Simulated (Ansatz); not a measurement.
Convergence test: the smearing width is varied and all else is held.
Pt (Fm-3m, 1 atom in the cell); Ansatz 0.2.0, DFT, LDA (PW92), plane waves (420 eV) with PAW, scalar-relativistic; 14×14×14 k-mesh, Methfessel–Paxton smearing.
ΔE is the free energy less its value at the smallest setting, 0.01 eV.
Dashed lines or grey bands mark the tolerance: 1 meV/atom and 0.1 GPa.
On logarithmic panels, open markers lie below the reference value and filled ones above.
Values: 1 eV, 0.6 eV, 0.3 eV, 0.2 eV, 0.1 eV, 0.03 eV and 0.01 eV.

Q: How do the results converge (to 1 meV/atom and 0.1 GPa)?

A: The free energy is within 1 meV/atom of the smallest setting's value from 0.2 eV down. It is off by 43 meV/atom at 1 eV, 15 meV/atom at 0.6 eV and 1.5 meV/atom at 0.3 eV (always below it). The pressure is within 0.1 GPa of the smallest setting's value from 0.2 eV down. It is 0.33 GPa at 1 eV, −0.03 GPa at 0.6 eV, −0.32 GPa at 0.3 eV and −0.46 GPa at 0.01 eV.

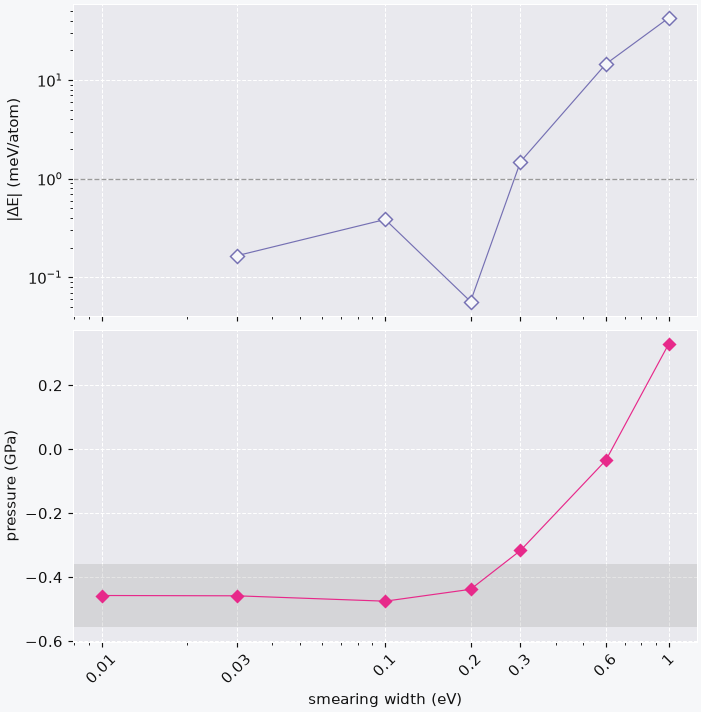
